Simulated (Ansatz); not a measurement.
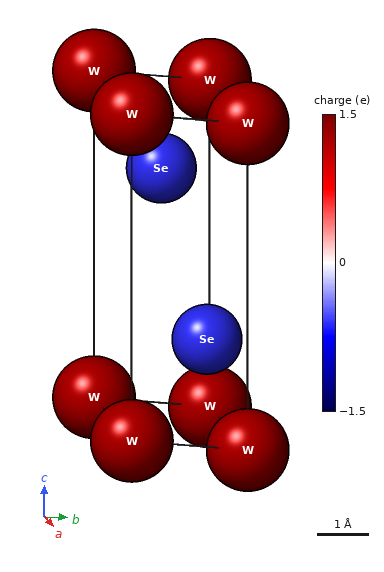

The image is a spheres-only drawing of a crystal, viewed slightly off an axis. The frame is the simulation cell; atoms at its boundary are shown with their periodic copies. The atoms of this WSe₂ cell are coloured by their Bader charge.

Setup: Ansatz, DFT, PAW plane waves, r2SCAN; wavefunction cutoff 500 eV, the zone sampled with 9×9×9 points, Fermi-Dirac smearing of 0.047 eV, no spin polarisation.

> What charges do the elements carry?

Most positive: W; most negative: Se. Charges: about W +1.2 e; Se -0.6 e.

About the cell: it is a generated cell, made by putting these elements into a known structure type (the compound may or may not exist in this form), and it is unrelaxed. It was the input of a calculation with Ansatz.
